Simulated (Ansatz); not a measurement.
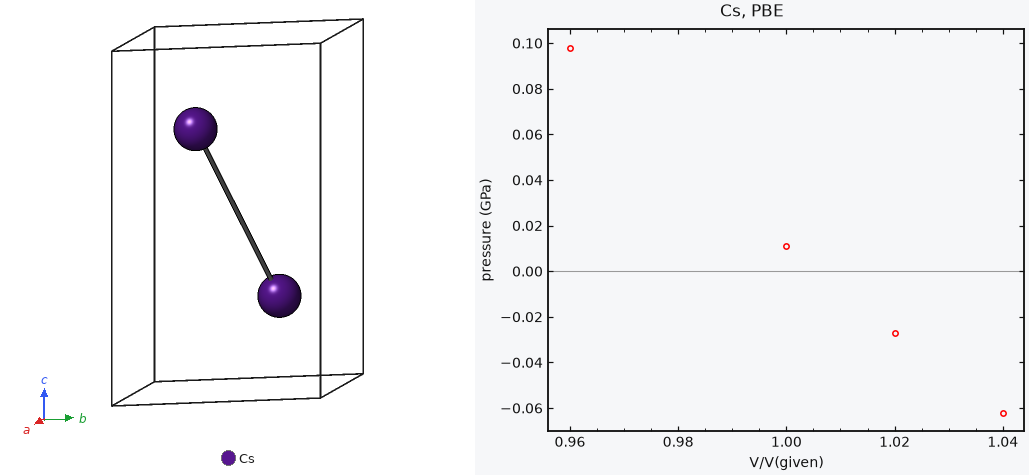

The plot gives the computed pressure against V/V(given) for Cs, space group P6_3/mmc (No. 194). The conventional cell is drawn beside the plot.

Cell as given: a = 5.504 Å, b = 5.504 Å, c = 8.908 Å, α = 90.00°, β = 90.00°, γ = 120.00°; 2 atoms.

Method: periodic Kohn-Sham DFT of a crystal at fixed atoms, scaled to the stated factor times the given cell; pressure positive in compression (Ansatz 0.2.0). Level: PBE.

```tsv
setting	value
method	frozen-core PAW
relativity	scalar
k mesh	12×12×6
occupations	Fermi–Dirac
smearing width	0.05 eV
wave cutoff	420 eV
PAW set	soft_2
```

V(given) is 116.85 Å³/atom.

The point at V/V(given) 0.98 is left out of the plot. What does the calculation give there?

| V/V(given) | pressure (GPa) |
| --- | --- |
| 0.98 | 0.053 |

Note: field gradient without spin-orbit coupling on heavy atoms; no gap: field gradients move with the k mesh; no spin-orbit coupling on heavy atoms; shape and atomic fractions are frozen while scaling, which makes layered, chain and framework solids too stiff.
